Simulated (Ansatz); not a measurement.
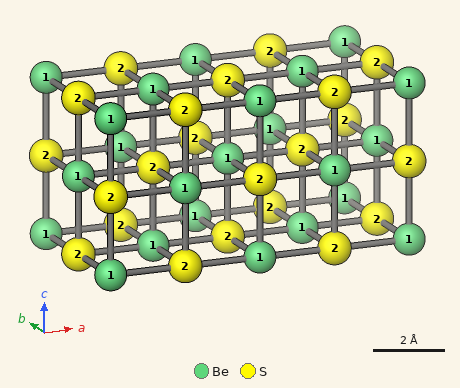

This is crystalline BeS (built on the rocksalt type) at its r2SCAN-relaxed geometry. A ball-and-stick model of the conventional cell (4 times the calculation's cell), repeated 2 × 1 × 1 with one cell outlined, seen slightly off an axis. Lengths and directions refer to the drawn axes.

The calculation used DFT, PBE, plane waves, PAW in Ansatz. Set-up: plane-wave cutoff 420 eV; k-point mesh 10 × 10 × 10; occupations fermi dirac; smearing width 0.02 eV; no spin polarisation.

The variant: All lengths are scaled by +2.0 % (volume +6.1 %). The atoms were relaxed with r2SCAN under that strain, and this is a single point on that geometry.

The input:
```yaml
crystal:
  lattice:
    - [0.0, 2.3636431409, 2.3636431409]
    - [2.3636431409, 0.0, 2.3636431409]
    - [2.3636431409, 2.3636431409, 0.0]
  atoms:
    - { symbol: Be, position: [0.0, 0.0, 0.0] }
    - { symbol: S, position: [0.5, 0.5, 0.5] }
kpoints:
  mp_grid: { grid: [10, 10, 10] }
  band_path:
    path:
      - [0.0, 0.0, 0.0]
      - [0.5, 0.0, 0.5]
      - [0.625, 0.25, 0.625]
      - [0.375, 0.375, 0.75]
      - [0.5, 0.5, 0.5]
      - [0.5, 0.25, 0.75]
      - [0.0, 0.151042, -0.151042]
      - [0.0, 0.5, 0.5]
    npoints: 1
hamiltonian:
  xc: pbe
scf:
  occupations: { method: fermi_dirac, width: 0.02 }
  n_extra_bands: 4
output:
  forces: true
  stress: true
  eigenvalues: true
```

Command:
```bash
ansatz run input.yaml --threads 4 --pin off --max-ram 4608MiB --backend cpu --events-out ev --progress --plain --runs-dir out
```

> Predict the response.

Among the bonded contacts that change: Be–S 2.317 → 2.364 Å. The space group stays Fm-3m (No. 225). It costs 15.7 meV per atom. The pressure goes from −0.4 to −6.0 GPa. All forces vanish by symmetry. The band gap goes from 0.96 to 0.93 eV.

Drawn alike, the variant:

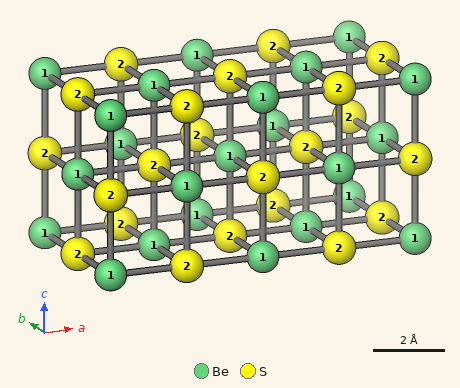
